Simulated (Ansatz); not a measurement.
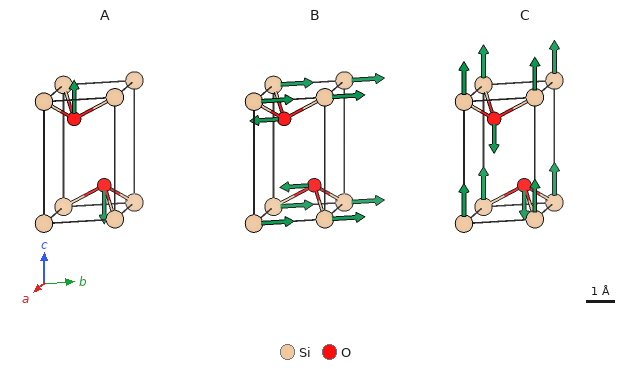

Three optical modes of a crystal of SiO2 (a generated structure) at the zone centre, in no order (one member of each degenerate set). The green arrows give the relative displacements of the atoms. The picture is a ball-and-stick view of the cell of the calculation, seen slightly off an axis.

All numbers below come from Ansatz 0.2.0, DFT PBE+D3(BJ), scalar-relativistic, plane waves, PAW. (plane-wave cutoff 420 eV; k-point mesh 12 × 12 × 6; occupations fixed; no spin polarisation)

Frequencies are those without the non-analytic (LO–TO) term.

**Rank the modes by frequency, softest first.**

B (556 cm⁻¹), A (693 cm⁻¹), C (838 cm⁻¹). B, E_u: The Si sublattice moves against the O sublattice, along b; the kinetic energy is shared as Si 53 %, O 47 %. A, A₁g: The Si atoms stay at rest; all motion is along c; atoms of one kind move against one another, with no net shift of their sublattice. C, A₂u: The Si sublattice moves against the O sublattice, along c; the kinetic energy is shared as Si 53 %, O 47 %.
